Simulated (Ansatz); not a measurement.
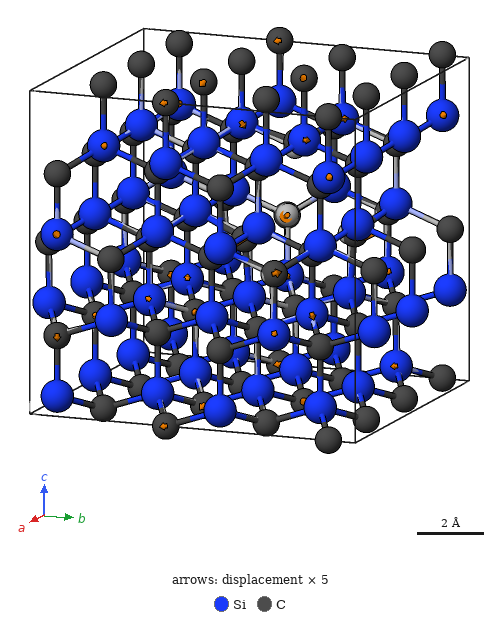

This is a relaxation of a defect cell of composition Si47C48. The starting structure is drawn faded, the final one solid; orange arrows show the displacements, magnified 5 times.

The picture is a ball-and-stick view of the cell of the calculation (origin shifted), seen slightly off an axis.

Computed with DFT, PBEsol, PAW, plane waves (Ansatz). Settings: plane-wave cutoff 420 eV; k-point mesh 1 × 1 × 1; mesh shifted by (0.25, 0.25, 0.25); no spin polarisation; atoms relaxed in a fixed cell; force threshold 0.03 eV/Å; at most 80 steps.

Describe the change and its energy.

Answer. The atom that moves furthest is a C atom (0.21 Å along [3 −1 −1]). Largest moves by element: C 0.21 Å, Si 0.06 Å. The lattice vectors keep their values. Near-neighbour distances that change, for instance: C–Si 1.906 → 1.815 Å, C–Si 1.961 → 1.878 Å, C–Si 1.915 → 1.841 Å, C–Si 1.855 → 1.919 Å. Among the angles between lasting bonds that change: Si–C–Si 107.1° → 115.1°, C–Si–C 108.2° → 115.0°, C–Si–C 108.5° → 101.8°. After 5 geometry steps the energy has fallen by 1.757 eV per cell of the calculation. The largest force component goes from 1.9 to 0.022 eV/Å.
